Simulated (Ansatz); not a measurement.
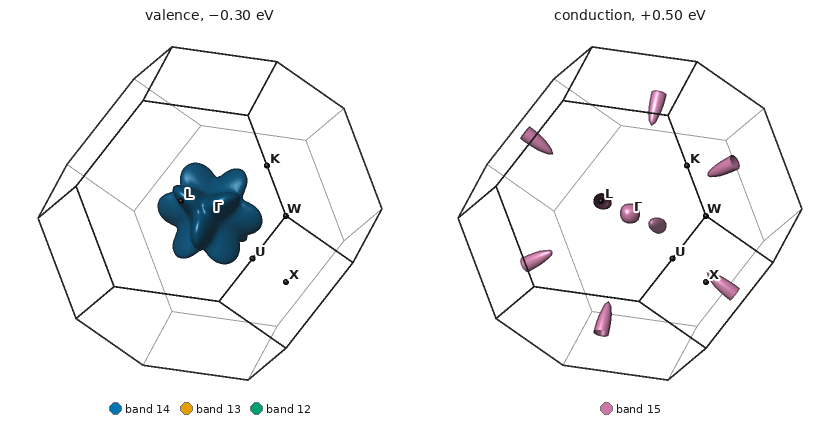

GaSb (F-43m): constant-energy surfaces at both band edges (energies from each edge).

The calculation used DFT PBE, scalar-relativistic, plane waves, PAW; levels and slopes on a dense k mesh at the converged density in Ansatz. No spin polarisation. Mesh 34×34×34, interpolated with the band slopes. The geometry was not relaxed.

Masses come from a second pass at points close to the extrema; at the energies drawn a band may no longer be parabolic.

### Is the gap direct or indirect, and how large does the calculation make it?

The gap is direct, 0.03 eV at this level of theory (semilocal functionals give gaps that are too small, and can reorder valleys that lie close).

### Give the valleys and their effective masses.

Valence band (extrema up to 0.30 eV from the edge): one maximum at Γ, three bands meeting there, with masses of 0.007 and 0.27 mₑ among them, each the same along x, y and z. Band 14 forms the valence edge; band 13 meets it there and band 12 meets it there.
Conduction band (extrema up to 0.50 eV from the edge): one minimum at Γ, mass 0.012 mₑ in all directions; four equivalent minima at L, 0.37 eV above the edge, principal masses 0.081, 0.081 and 1.72 mₑ. Band 15 forms the conduction edge.

Where one band's surface lies inside another's, the outer one hides all or part of it.

Spin-orbit coupling, left out here, can change the gap, its kind, the place of the band edges and the masses, since the compound holds Sb.

The run (self-consistency and the dense mesh) took 2 min on 1 thread of Arm Neoverse V1 (shared host), peak memory 0.78 GiB.
